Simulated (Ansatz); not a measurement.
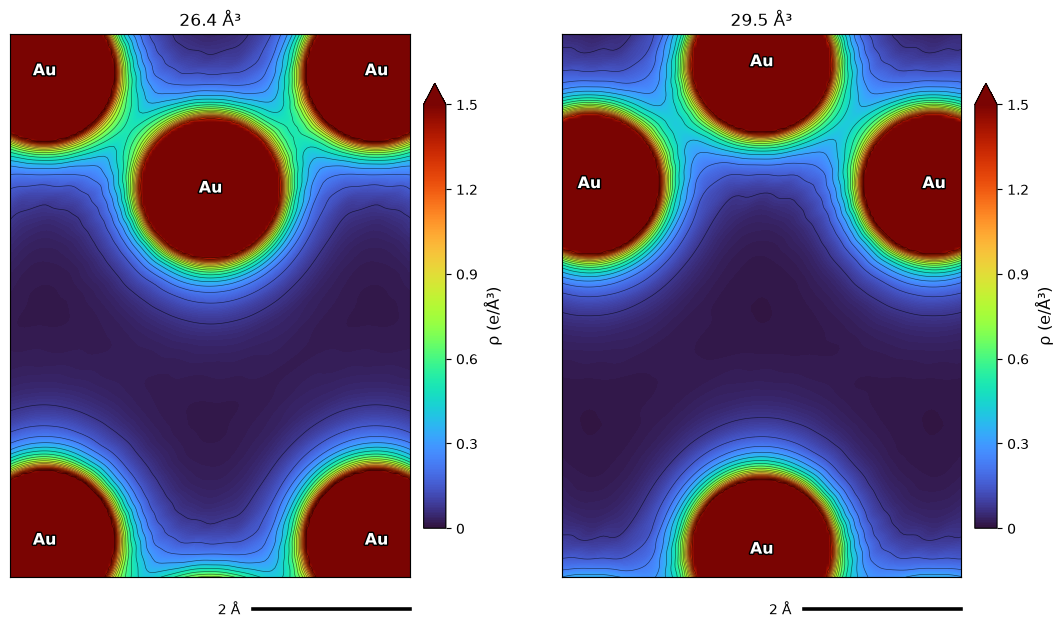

Au. The valence charge density (pseudo) of cells scaled evenly to different volumes (given per atom above each panel), on the (11̄0) plane of each (indices in the axes of the cell below), at one length scale and on one colour scale.

A generated structure, not necessarily the stable one.

Computed with DFT, LDA (PW92), plane waves (420 eV) with PAW, scalar-relativistic (Ansatz).

Core electrons are frozen (PAW), and the valence fields are smoothed inside the atomic spheres.

The largest cell:

```yaml
crystal:
  lattice:
    - [0.00000, 3.09108, 3.09108]
    - [3.09108, 0.00000, 3.09108]
    - [3.09108, 3.09108, 0.00000]
  atoms:
    - { symbol: Au, position: [0.12500, 0.12500, 0.12500] }
    - { symbol: Au, position: [0.87500, 0.87500, 0.87500] }
```

| volume (Å³/atom) | Au–Au contact in the plane (Å) | ρ at its midpoint (e/Å³) | pressure (GPa) | 
| --- | --- | --- | --- |
| 26.37 | 2.578 | 0.513 | 0.0 | 
| 28.48 | 2.645 | ? | ? | 
| 29.53 | 2.677 | 0.417 | −6.6 | 

**What values belong in the row with question marks?**

Over the known rows ln ρ falls by 2.09 per Å of Au–Au distance (the line through the two), which gives 0.446 e/Å³ at 2.645 Å; the calculation gives 0.447 e/Å³. For the pressure, a straight line in volume between the neighbouring rows gives −4.4 GPa; the calculation gives −5.0, lower because pressure rises ever faster on compression.
